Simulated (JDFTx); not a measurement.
# Run report: Hf, geometry relaxation (part 1 of 3)

- system: Hf (P6₃/mmc, 2 atoms in the cell)
- method: Kohn-Sham DFT of a periodic cell, RPBE, SG15-PBE-1.2, no spin polarisation (JDFTx 1.7.0 (patched build))

The structure derives from an entry of the Crystallography Open Database.

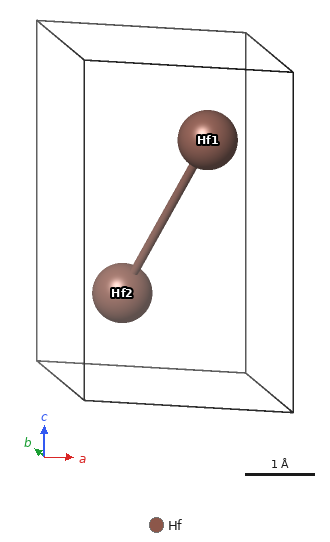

Fig. 1: The starting structure (ball-and-stick view of the cell of the calculation, seen slightly off an axis; atoms are numbered from 1 in the order of the input). An atom can appear more than once, as a periodic image. Near neighbours in the periodic cell (some may lie outside the picture): Hf has 12 Hf at 3.13 to 3.20 Å.

Key numbers

| quantity | value |
| --- | --- |
| outcome | converged |
| space group (tolerance 0.01 Å) | P6₃/mmc (194) |
| electrons treated | 52 |
| free energy | −12180.5665 eV |
| Fermi energy | 23.415 eV |
| gap on the k-point mesh | none (metallic) |
| pressure | 0.00 GPa |
| final volume | 46.54 Å³ |
| largest force (length of the vector) at the end | under 0.001 eV/Å |
| final cell | a = 3.123 Å, b = 3.123 Å, c = 5.508 Å, α = 90.00°, β = 90.00°, γ = 120.00° |
| hardware | 1 thread of Intel Xeon @ 2.50GHz (Skylake/Cascade Lake), 32 GiB of memory available, shared host |
| wall time | 2.3 min |
| peak memory | 0.11 GiB |

Notes

Settings chosen away from the usual ones: functional set to RPBE. The settings depart from the standard set-up of this series, which can bear on the numbers. Points of doubt noted for this run: coarse mesh. Spin–orbit coupling is left out, which matters for Hf.

Input
```
include Hf.lattice
coords-type Lattice
include Hf.ionpos

ion-species pseudo/Hf.upf
elec-cutoff 40 320
elec-ex-corr gga-x-rpbe gga-c-pbe
kpoint-folding 2 2 1
elec-smearing Fermi 0.0018374661
elec-n-bands 34
electronic-SCF nIterations 100 energyDiffThreshold 1e-09
electronic-minimize nIterations 30 energyDiffThreshold 1e-7
forces-output-coords Cartesian
lattice-minimize nIterations 40 energyDiffThreshold 1e-6

dump-name run.$VAR
dump End Ecomponents EigStats BandEigs Kpoints Forces Stress
```

File Hf.lattice
```
lattice \
    6.0408875026    -3.0204437513     0.0000000000 \
    0.0000000000     5.2315620387     0.0000000000 \
    0.0000000000     0.0000000000     9.5578567931
```

File Hf.ionpos
```
ion Hf     0.6666666667     0.3333333333     0.7500000000 1
ion Hf     0.3333333333     0.6666666667     0.2500000000 1
```

Launched with:
```bash
jdftx -c 1 -i Hf.in -o Hf.out
```

Output
```
*************** JDFTx 1.7.0 (patched build) ***************

Input parsed successfully to the following command list (including defaults):
[... the input with its defaults ...]

---------- Setting up symmetries ----------

Found 24 point-group symmetries of the bravais lattice
Found 24 space-group symmetries with basis
Applied RMS atom displacement 3.48771e-10 bohrs to make symmetries exact.

---------- Initializing the Grid ----------
R =
[      6.04089     -3.02044            0  ]
[            0      5.23156            0  ]
[            0            0      9.55786  ]
unit cell volume = 302.06
G =
[    1.04011   0.600508         -0  ]
[          0    1.20102          0  ]
[          0         -0   0.657384  ]
Minimum fftbox size, Smin = [  52  52  80  ]
Chosen fftbox size, S = [  54  54  80  ]

---------- Initializing tighter grid for wavefunction operations ----------
R =
[      6.04089     -3.02044            0  ]
[            0      5.23156            0  ]
[            0            0      9.55786  ]
unit cell volume = 302.06
G =
[    1.04011   0.600508         -0  ]
[          0    1.20102          0  ]
[          0         -0   0.657384  ]
Minimum fftbox size, Smin = [  36  36  56  ]
Chosen fftbox size, S = [  36  36  56  ]

---------- Exchange Correlation functional ----------
Initialized LibXC exchange functional 'Hammer, Hansen, and Norskov'
Initialized LibXC correlation functional 'Perdew, Burke & Ernzerhof'

---------- Setting up pseudopotentials ----------
Width of ionic core gaussian charges (only for fluid interactions / plotting) set to 0

Reading pseudopotential file 'pseudo/Hf.upf':
  'Hf' pseudopotential, 'PBE' functional
  Generated using ONCVPSP code by D. R. Hamann
  26 valence electrons, 0 orbitals, 8 projectors, 602 radial grid points, with lMax = 3
  Core radius for overlap checks: 2.66 bohrs.

Initialized 1 species with 2 total atoms.

Folded 1 k-points by 2x2x1 to 4 k-points.

---------- Setting up k-points, bands, fillings ----------
Reduced to 2 k-points under symmetry.
Computing the number of bands and number of electrons
Calculating initial fillings.
nElectrons:  52.000000   nBands: 34   nStates: 2

----- Setting up reduced wavefunction bases (one per k-point) -----
average nbasis = 3660.750 , ideal nbasis = 3649.864

---------- Setting up ewald sum ----------
Optimum gaussian width for ewald sums = 2.384712 bohr.
Real space sum over 1521 unit cells with max indices [  6  6  4  ]
Reciprocal space sum over 2057 terms with max indices [  5  5  8  ]

---------- Allocating electronic variables ----------
Initializing wave functions:  (No orbitals for LCAO)  bandwidth-limited random numbers

--------- Lattice Minimization ---------

Setting the auxilliary hamiltonian equal to the subspace hamiltonian.

-------- Electronic minimization -----------
Will mix electronic density at each iteration.
	FillingsUpdate:  mu: +2.306173000  nElectrons: 52.000000
	FillingsUpdate:  mu: -1.231822146  nElectrons: 52.000000
SCF: Cycle:  0   F: -416.345523563719780   dF: -1.017e+02   |Residual|: 6.197e+00   |deigs|: 3.456e+00
	FillingsUpdate:  mu: -1.077052505  nElectrons: 52.000000
SCF: Cycle:  1   F: -428.107392464474458   dF: -1.176e+01   |Residual|: 5.296e+00   |deigs|: 9.317e-01
	FillingsUpdate:  mu: +1.069561374  nElectrons: 52.000000
SCF: Cycle:  2   F: -440.047710927212449   dF: -1.194e+01   |Residual|: 2.933e+00   |deigs|: 2.755e+00
	FillingsUpdate:  mu: +0.942488869  nElectrons: 52.000000
SCF: Cycle:  3   F: -445.961503171089419   dF: -5.914e+00   |Residual|: 1.122e+00   |deigs|: 3.190e-01
	FillingsUpdate:  mu: +0.927872924  nElectrons: 52.000000
SCF: Cycle:  4   F: -447.048159473409328   dF: -1.087e+00   |Residual|: 4.132e-01   |deigs|: 8.712e-02
	FillingsUpdate:  mu: +0.922744997  nElectrons: 52.000000
SCF: Cycle:  5   F: -447.568754373227080   dF: -5.206e-01   |Residual|: 1.210e-01   |deigs|: 4.550e-02
	FillingsUpdate:  mu: +0.905844246  nElectrons: 52.000000
SCF: Cycle:  6   F: -447.591697357959902   dF: -2.294e-02   |Residual|: 1.739e-01   |deigs|: 5.076e-02
	FillingsUpdate:  mu: +0.916131321  nElectrons: 52.000000
SCF: Cycle:  7   F: -447.616202896781317   dF: -2.451e-02   |Residual|: 7.662e-02   |deigs|: 3.204e-02
	FillingsUpdate:  mu: +0.913959274  nElectrons: 52.000000
SCF: Cycle:  8   F: -447.616309761912248   dF: -1.069e-04   |Residual|: 4.809e-02   |deigs|: 5.075e-03
	FillingsUpdate:  mu: +0.919277022  nElectrons: 52.000000
SCF: Cycle:  9   F: -447.618246549423475   dF: -1.937e-03   |Residual|: 2.640e-02   |deigs|: 1.683e-02
	FillingsUpdate:  mu: +0.917678828  nElectrons: 52.000000
SCF: Cycle: 10   F: -447.618604963051723   dF: -3.584e-04   |Residual|: 7.864e-03   |deigs|: 6.404e-03
	FillingsUpdate:  mu: +0.917684347  nElectrons: 52.000000
SCF: Cycle: 11   F: -447.618607129604413   dF: -2.167e-06   |Residual|: 5.361e-03   |deigs|: 2.685e-04
	FillingsUpdate:  mu: +0.917636146  nElectrons: 52.000000
SCF: Cycle: 12   F: -447.618605861592698   dF: +1.268e-06   |Residual|: 2.506e-03   |deigs|: 2.997e-04
	FillingsUpdate:  mu: +0.917369921  nElectrons: 52.000000
SCF: Cycle: 13   F: -447.618610498390922   dF: -4.637e-06   |Residual|: 7.915e-04   |deigs|: 7.010e-04
	FillingsUpdate:  mu: +0.917360649  nElectrons: 52.000000
SCF: Cycle: 14   F: -447.618610827076338   dF: -3.287e-07   |Residual|: 2.414e-04   |deigs|: 7.173e-05
	FillingsUpdate:  mu: +0.917393977  nElectrons: 52.000000
SCF: Cycle: 15   F: -447.618610862669755   dF: -3.559e-08   |Residual|: 2.581e-04   |deigs|: 5.291e-05
	FillingsUpdate:  mu: +0.917375529  nElectrons: 52.000000
SCF: Cycle: 16   F: -447.618610889442323   dF: -2.677e-08   |Residual|: 6.928e-05   |deigs|: 4.216e-05
	FillingsUpdate:  mu: +0.917375837  nElectrons: 52.000000
SCF: Cycle: 17   F: -447.618610893543917   dF: -4.102e-09   |Residual|: 2.275e-05   |deigs|: 6.191e-06
	FillingsUpdate:  mu: +0.917376700  nElectrons: 52.000000
SCF: Cycle: 18   F: -447.618610894349445   dF: -8.055e-10   |Residual|: 6.759e-06   |deigs|: 4.382e-06
	FillingsUpdate:  mu: +0.917377080  nElectrons: 52.000000
SCF: Cycle: 19   F: -447.618610894573465   dF: -2.240e-10   |Residual|: 6.476e-06   |deigs|: 1.027e-06
SCF: Converged (|Delta E|<1.000000e-09 for 2 iters).

Setting wave functions to eigenvectors of Hamiltonian
# Lattice vectors:
R =
[      6.04089     -3.02044            0  ]
[            0      5.23156            0  ]
[            0            0      9.55786  ]
unit cell volume = 302.06

# Strain tensor in Cartesian coordinates:
[            0            0            0  ]
[            0            0            0  ]
[            0            0            0  ]

# Stress tensor in Cartesian coordinates [Eh/a0^3]:
[ -0.000213411            0            0  ]
[            0 -0.000213411            0  ]
[            0            0 -0.000206839  ]

# Ionic positions in lattice coordinates:
ion Hf   0.666666666666667   0.333333333333333   0.750000000000000 1
ion Hf   0.333333333333333   0.666666666666667   0.250000000000000 1

# Forces in Cartesian coordinates:
force Hf  -0.000000000000000  -0.000000000000000   0.000000000000000 1
force Hf   0.000000000000000  -0.000000000000000   0.000000000000000 1

# Energy components:
   Eewald =     -366.5642072897497883
       EH =      102.8539955127119043
     Eloc =     -249.0412501794808691
      Enl =      -86.1879885086901538
      Exc =      -38.5844547172372856
       KE =      189.9080717033010899
-------------------------------------
     Etot =     -447.6158334791451807
       TS =        0.0027774154282717
-------------------------------------
        F =     -447.6186108945734645

LatticeMinimize: Iter:   0  F: -447.618610894573465  |grad|_K:  1.647e-02

-------- Electronic minimization -----------
Will mix electronic density at each iteration.
	FillingsUpdate:  mu: +0.917377080  nElectrons: 52.000000
	FillingsUpdate:  mu: +0.911289617  nElectrons: 52.000000
SCF: Cycle:  0   F: -447.617883585344089   dF: -6.756e-04   |Residual|: 4.469e-02   |deigs|: 5.323e-05
	FillingsUpdate:  mu: +0.912845323  nElectrons: 52.000000
SCF: Cycle:  1   F: -447.618751753113315   dF: -8.682e-04   |Residual|: 1.499e-02   |deigs|: 6.043e-03
	FillingsUpdate:  mu: +0.913387612  nElectrons: 52.000000
SCF: Cycle:  2   F: -447.618865425233878   dF: -1.137e-04   |Residual|: 3.353e-03   |deigs|: 2.439e-03
	FillingsUpdate:  mu: +0.913130581  nElectrons: 52.000000
SCF: Cycle:  3   F: -447.618871647456217   dF: -6.222e-06   |Residual|: 9.799e-04   |deigs|: 9.122e-04
	FillingsUpdate:  mu: +0.913144485  nElectrons: 52.000000
SCF: Cycle:  4   F: -447.618872103976969   dF: -4.565e-07   |Residual|: 2.570e-04   |deigs|: 1.011e-04
	FillingsUpdate:  mu: +0.913155595  nElectrons: 52.000000
SCF: Cycle:  5   F: -447.618872157095723   dF: -5.312e-08   |Residual|: 3.719e-05   |deigs|: 4.165e-05
	FillingsUpdate:  mu: +0.913159211  nElectrons: 52.000000
SCF: Cycle:  6   F: -447.618872162793480   dF: -5.698e-09   |Residual|: 4.372e-05   |deigs|: 1.112e-05
	FillingsUpdate:  mu: +0.913157259  nElectrons: 52.000000
SCF: Cycle:  7   F: -447.618872164752361   dF: -1.959e-09   |Residual|: 2.775e-05   |deigs|: 6.475e-06
	FillingsUpdate:  mu: +0.913156383  nElectrons: 52.000000
SCF: Cycle:  8   F: -447.618872165388268   dF: -6.359e-10   |Residual|: 1.174e-05   |deigs|: 3.517e-06
	FillingsUpdate:  mu: +0.913156158  nElectrons: 52.000000
SCF: Cycle:  9   F: -447.618872165575965   dF: -1.877e-10   |Residual|: 5.871e-06   |deigs|: 1.012e-06
SCF: Converged (|Delta E|<1.000000e-09 for 2 iters).

Setting wave functions to eigenvectors of Hamiltonian
LatticeMinimize: 	Wolfe criterion not satisfied: alpha: 1  (E-E0)/|gdotd0|: -0.962974  gdotd/gdotd0: 0.9266 (taking cubic step)

-------- Electronic minimization -----------
Will mix electronic density at each iteration.
	FillingsUpdate:  mu: +0.913156158  nElectrons: 52.000000
	FillingsUpdate:  mu: +0.901009110  nElectrons: 52.000000
SCF: Cycle:  0   F: -447.615322878637926   dF: -2.625e-03   |Residual|: 8.914e-02   |deigs|: 2.110e-04
	FillingsUpdate:  mu: +0.904174947  nElectrons: 52.000000
SCF: Cycle:  1   F: -447.618861745534957   dF: -3.539e-03   |Residual|: 2.990e-02   |deigs|: 1.220e-02
	FillingsUpdate:  mu: +0.905243735  nElectrons: 52.000000
SCF: Cycle:  2   F: -447.619308481928670   dF: -4.467e-04   |Residual|: 6.479e-03   |deigs|: 4.806e-03
	FillingsUpdate:  mu: +0.904788804  nElectrons: 52.000000
SCF: Cycle:  3   F: -447.619331246826903   dF: -2.276e-05   |Residual|: 1.438e-03   |deigs|: 1.618e-03
	FillingsUpdate:  mu: +0.904748659  nElectrons: 52.000000
SCF: Cycle:  4   F: -447.619332122516937   dF: -8.757e-07   |Residual|: 8.052e-04   |deigs|: 4.592e-05
	FillingsUpdate:  mu: +0.904783572  nElectrons: 52.000000
SCF: Cycle:  5   F: -447.619332368989546   dF: -2.465e-07   |Residual|: 2.505e-04   |deigs|: 1.309e-04
	FillingsUpdate:  mu: +0.904802887  nElectrons: 52.000000
SCF: Cycle:  6   F: -447.619332408566891   dF: -3.958e-08   |Residual|: 1.385e-04   |deigs|: 6.999e-05
	FillingsUpdate:  mu: +0.904795009  nElectrons: 52.000000
SCF: Cycle:  7   F: -447.619332425123332   dF: -1.656e-08   |Residual|: 2.729e-05   |deigs|: 2.930e-05
	FillingsUpdate:  mu: +0.904795152  nElectrons: 52.000000
SCF: Cycle:  8   F: -447.619332427462041   dF: -2.339e-09   |Residual|: 2.458e-05   |deigs|: 1.953e-07
	FillingsUpdate:  mu: +0.904794827  nElectrons: 52.000000
SCF: Cycle:  9   F: -447.619332428977600   dF: -1.516e-09   |Residual|: 1.506e-05   |deigs|: 1.441e-06
	FillingsUpdate:  mu: +0.904794990  nElectrons: 52.000000
SCF: Cycle: 10   F: -447.619332429207077   dF: -2.295e-10   |Residual|: 1.688e-05   |deigs|: 5.316e-07
	FillingsUpdate:  mu: +0.904794816  nElectrons: 52.000000
SCF: Cycle: 11   F: -447.619332429383462   dF: -1.764e-10   |Residual|: 7.645e-06   |deigs|: 1.044e-06
SCF: Converged (|Delta E|<1.000000e-09 for 2 iters).

Setting wave functions to eigenvectors of Hamiltonian
# Lattice vectors:
R =
[      6.06686     -3.03343            0  ]
[            0      5.25406            0  ]
[            0            0      9.59769  ]
unit cell volume = 305.932

# Strain tensor in Cartesian coordinates:
[   0.00429982            0            0  ]
[            0   0.00429982            0  ]
[            0            0   0.00416728  ]

# Stress tensor in Cartesian coordinates [Eh/a0^3]:
[ -0.000134254            0            0  ]
[            0 -0.000134254            0  ]
[            0            0 -0.000216411  ]

# Ionic positions in lattice coordinates:
ion Hf   0.666666666666667   0.333333333333333   0.750000000000000 1
ion Hf   0.333333333333333   0.666666666666667   0.250000000000000 1

# Forces in Cartesian coordinates:
force Hf   0.000000000000000  -0.000000000000000   0.000000000000000 1
force Hf   0.000000000000000   0.000000000000000   0.000000000000000 1

# Energy components:
   Eewald =     -365.0104267592250835
       EH =      103.7058408669385869
     Eloc =     -251.4277474023904801
      Enl =      -86.2076396938546026
      Exc =      -38.5702524191023741
       KE =      189.8935777140364962
-------------------------------------
     Etot =     -447.6166476935974288
       TS =        0.0026847357860335
```
